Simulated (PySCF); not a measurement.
**Run report: C$_{4}$H$_{10}$O, NMR shielding calculation**

C$_{4}$H$_{10}$O, computed with GIAO wB97X-D/pcSseg-1 NMR shielding, non-relativistic, IEF-PCM chloroform (PySCF 2.14.0).

The geometry comes from this level: PBE0-D3(BJ)/def2-SVP. Figures and captions count atoms from 1; the log counts them from 0 in places.

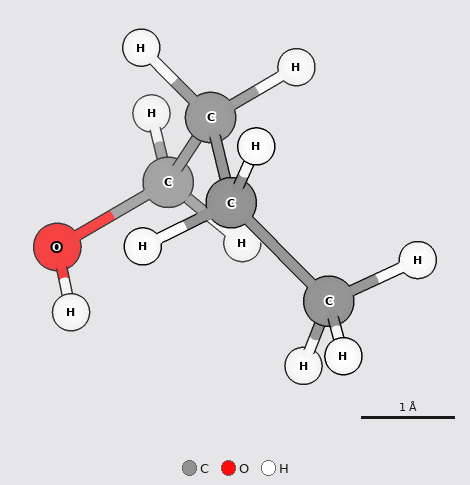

Figure 1. The structure (ball-and-stick view, seen at a tilt). Bond lengths as drawn: C–C 1.52 to 1.53 Å, C–H 1.10 to 1.11 Å, C–O 1.40 Å and H–O 0.96 Å.

**Input**
```
{"job": {"xc": "wB97X-D", "basis": "pcSseg-1", "solvent": "chloroform", "kind": "nmr", "pop": false}, "charge": 0, "multiplicity": 1}
C     -1.480950     0.821317    -0.215605
C     -0.329321     0.661861     0.766969
C      0.375902    -0.691212     0.708528
C      1.009818    -1.014567    -0.637645
O      1.970518    -0.074109    -1.040810
H     -2.235467     0.030471    -0.077711
H     -1.987170     1.789912    -0.086243
H     -1.145121     0.769011    -1.263579
H      0.414977     1.462606     0.605000
H     -0.699567     0.821828     1.792861
H     -0.341275    -1.493849     0.957016
H      1.162487    -0.719685     1.480913
H      0.221455    -1.143099    -1.407321
H      1.533412    -1.981398    -0.570957
H      1.525887     0.768903    -1.175819
```

The first line tells a small driver script what to run in PySCF; the rest is the geometry in Å.

Run on 1 CPU thread, shared host.

Launch command:
```bash
OMP_NUM_THREADS=1 python <driver script> task.json out
```

**What the program printed**
```
coarse grid: 11632 points
cycle   1  E = -233.4572269015  dE =  4.747e-01  |g| = 6.062e-01  |ddm| = 3.089e+00
cycle   2  E = -233.4575888275  dE = -3.619e-04  |g| = 6.448e-01  |ddm| = 7.718e-01
cycle   3  E = -233.5254364825  dE = -6.785e-02  |g| = 4.056e-02  |ddm| = 4.002e-01
cycle   4  E = -233.5257489419  dE = -3.125e-04  |g| = 1.633e-02  |ddm| = 3.523e-02
cycle   5  E = -233.5258126242  dE = -6.368e-05  |g| = 4.041e-03  |ddm| = 1.560e-02
cycle   6  E = -233.5258168324  dE = -4.208e-06  |g| = 4.376e-04  |ddm| = 3.764e-03
final grid: 109760 points
cycle   7  E = -233.5680857276  dE = -1.759e-04  |g| = 3.068e-03  |ddm| = 3.700e-02
cycle   8  E = -233.5680889413  dE = -3.214e-06  |g| = 1.434e-03  |ddm| = 7.494e-03
cycle   9  E = -233.5680893936  dE = -4.523e-07  |g| = 6.149e-04  |ddm| = 1.707e-03
cycle  10  E = -233.5680895114  dE = -1.178e-07  |g| = 7.063e-05  |ddm| = 9.828e-04
cycle  11  E = -233.5680895135  dE = -2.145e-09  |g| = 4.517e-05  |ddm| = 1.869e-04
cycle  12  E = -233.5680895140  dE = -4.461e-10  |g| = 9.980e-06  |ddm| = 5.837e-05
```

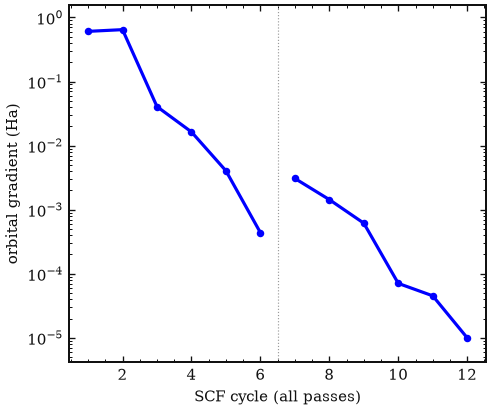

Figure 2. Convergence of the self-consistent field: orbital gradient against the SCF cycle. The dotted line marks the change from a coarse to the final integration grid. The first 6 cycles use a coarse grid, the final grid takes over at cycle 7, and the field converges after 12 cycles in all.

```
converged SCF energy = -233.5680895140

GIAO shielding tensors (ppm)
atom      isotropic    diamagn.    paramagn.     s11        s22        s33       span
  0 C      172.602     247.724     -75.122    159.462    173.267    185.078     25.617
  1 C      167.563     247.632     -80.069    156.764    167.083    178.841     22.077
  2 C      150.901     248.408     -97.506    143.956    149.598    159.150     15.195
  3 C      125.067     244.257    -119.190     95.115    111.955    168.129     73.014
  4 O      318.160     391.279     -73.119    298.743    311.601    344.135     45.392
  5 H       30.771      30.027       0.744     26.724     28.362     37.226     10.502
  6 H       30.303      28.759       1.544     25.899     27.480     37.530     11.631
  7 H       30.317      31.007      -0.689     25.494     29.876     35.581     10.087
  8 H       30.029      31.904      -1.875     26.074     28.990     35.024      8.950
  9 H       30.029      30.386      -0.358     24.539     28.674     36.873     12.333
 10 H       30.349      31.346      -0.997     26.107     28.851     36.089      9.981
 11 H       29.663      30.607      -0.943     25.056     28.111     35.823     10.767
 12 H       27.612      30.645      -3.033     23.735     27.327     31.774      8.039
 13 H       27.873      28.667      -0.794     22.968     27.558     33.094     10.126
 14 H       30.585      33.399      -2.814     20.526     29.835     41.393     20.867
```

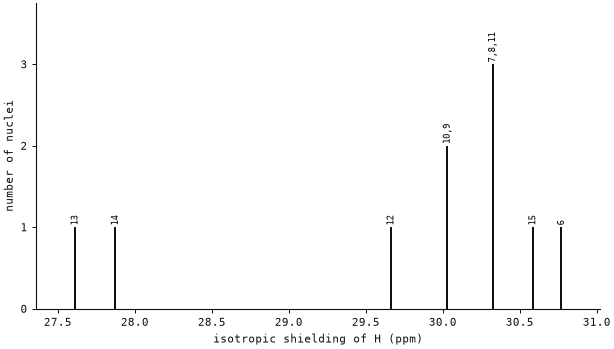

Figure 3. Isotropic shieldings of the hydrogen nuclei in this fixed geometry, labelled by atom number; shielding grows to the right, so chemical shift grows to the left. The least shielded is H13 (27.6 ppm), the most shielded H6 (30.8 ppm).

**Results in brief**

- outcome: converged
- total energy: −233.568090 hartree
- HOMO: −9.66 eV
- LUMO: 3.12 eV
- dipole moment: 2.05 D
- isotropic shielding, C: 125.1 to 172.6 ppm
- isotropic shielding, O: 318.2 ppm
- isotropic shielding, H: 27.6 to 30.8 ppm
- wall time: 11 s
- peak memory: 0.8 GiB
